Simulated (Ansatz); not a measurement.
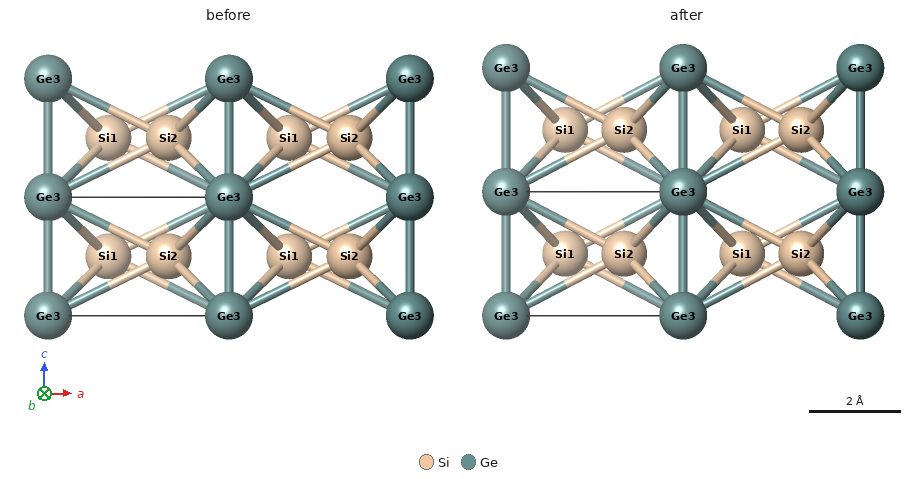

The structure of solid Si$_{2}$Ge (a generated structure, set up in P6/mmm) before (left) and after (right) a relaxation, at one scale.

A ball-and-stick model of the cell of the calculation, repeated 2 × 1 × 2 with one cell outlined, seen along the b axis.

These are results of DFT PBE, scalar-relativistic, plane waves, PAW in Ansatz 0.2.0, not measurements.

The input:
```yaml
crystal:
  lattice:
    - [4.6330632976, 0.0, 0.0]
    - [-2.3165316488, 4.0123505131, 0.0]
    - [0.0, 0.0, 2.6280453047]
  atoms:
    - { symbol: Si, position: [0.3333333333, 0.6666666667, 0.5] }
    - { symbol: Si, position: [0.6666666667, 0.3333333333, 0.5] }
    - { symbol: Ge, position: [0.0, 0.0, 0.0] }
basis:
  ecutwfc: 420
kpoints:
  mp_grid: { grid: [12, 12, 18] }
hamiltonian:
  xc: pbe
scf:
  occupations: { method: gaussian, width: 0.1 }
output:
  forces: true
  stress: true
  eigenvalues: true
relax:
  adjacent_minimum: "off"
  f_tol: 0.01
  max_steps: 80
  cell: { stress_tol: 0.05 }
```

Command:
```bash
ansatz run input.yaml --threads 1 --pin off --max-ram 2048MiB --backend cpu --events-out ev --progress --plain --runs-dir out
```

> Summarise the run.

No atom moves by more than 0.005 Å relative to the cell. The drawn cell changes as follows: a = b 4.633 → 4.537 Å (−2.1 %), c 2.628 → 2.747 Å (+4.5 %); the volume changes by +0.2 %. Some distances before and after: Ge3–Ge3 2.628 → 2.747 Å, Si1–Ge3 2.980 → 2.957 Å. The space group stays P6/mmm (No. 191). Over 5 accepted moves (6 points after the start) the energy falls by 11.3 meV per atom. All forces vanish by symmetry, so only the cell relaxes. Pressure: 0.42 GPa at the start and 0.01 GPa at the end. At 1 point the geometry stayed and the basis and grid were re-selected for the new cell (energy shift of 0.1 meV per atom at most each time). Cost: 30 s on 1 thread of Intel(R) Xeon(R) 6975P-C (Granite Rapids) (shared host), peak memory 0.49 GiB.
